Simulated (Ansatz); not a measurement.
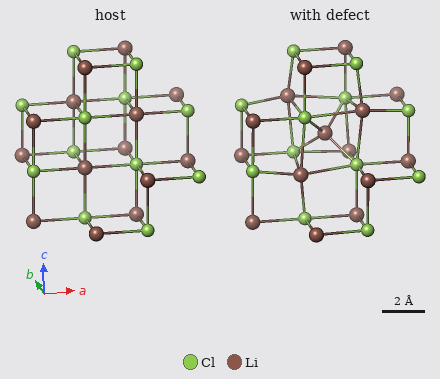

Left: perfect LiCl. Right: the same region with one point defect, after relaxing the atoms in a supercell of 64 sites. The picture is a ball-and-stick view of the atoms within 5.4 Å of one point, in a slice 5.0 Å thick across the line of sight, seen from a free direction.

Level of theory: Ansatz, DFT, PBEsol, PAW, plane waves. Settings: plane-wave cutoff 420 eV; k-point mesh 1 × 1 × 1; mesh shifted by (0.25, 0.25, 0.25); no spin polarisation. Fermi-Dirac smearing of 0.01 eV. A uniform background neutralises the charged cell. The axes drawn are those of the host's conventional cell.

Which defect is it?

Answer. An extra lithium atom is put between the host's atoms (an interstitial).

The charge state of the cell is +1.

How does the lattice respond?

Answer. The Li atom starts with 2 Li at 1.79 to 1.80 Å, 2 Cl at 1.79 Å around its place and ends with 4 Cl at 2.21 Å, 4 Li at 2.62 Å. Of the host's atoms, a lithium atom moves furthest from its site, by 0.44 Å. The Li atom itself moves 1.23 Å from where it was put.

Limits of the set-up: the cell is charged, on a uniform background, and energies carry no finite-size correction.
